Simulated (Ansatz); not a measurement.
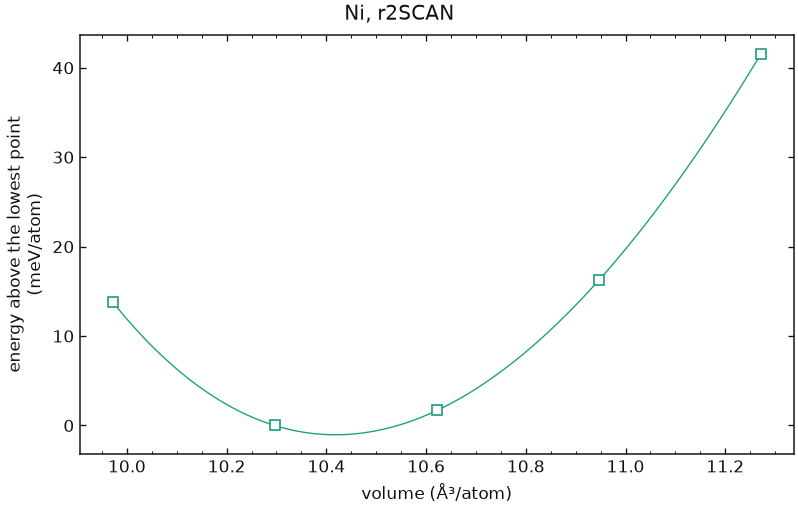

The picture above shows the energy above the lowest point against volume for Ni, space group Fm-3m (No. 225) (one of a set of cubic test structures, which need not be the stable phase).

Calculation (Ansatz 0.2.0 development build): equation of state of a cubic crystal from periodic Kohn-Sham density functional theory without spin, third-order Birch-Murnaghan fit to the free energies; pressure corrected for the finite basis. Level: r2SCAN.

```csv
setting,value
structure type,fcc
atoms in cell,1
space group number,225
lattice centring,face-centred primitive
k mesh,16×16×16
occupation method,Fermi–Dirac
occupation width,0.1 eV
wave cutoff,920 eV
datasets,hand-made PAW
density tolerance,1e-09 eV
bands,13
density cutoff ratio,4
search for lower states,default
xc grid level,2
```

From this curve and the settings, what does the calculation give for the pressure at the same points?

The pressure falls from 11.1 GPa at volume 9.97 Å³/atom to −14.8 GPa at 11.27 Å³/atom, and changes sign near 10.43 Å³/atom.

| volume (Å³/atom) | pressure (GPa) |
| --- | --- |
| 9.97 | 11.1 |
| 10.30 | 2.8 |
| 10.62 | −4.2 |
| 10.95 | −10.0 |
| 11.27 | −14.8 |

Keep in mind: known magnet treated without spin, far from its ground state; modest k-mesh, values are not fully converged in k.
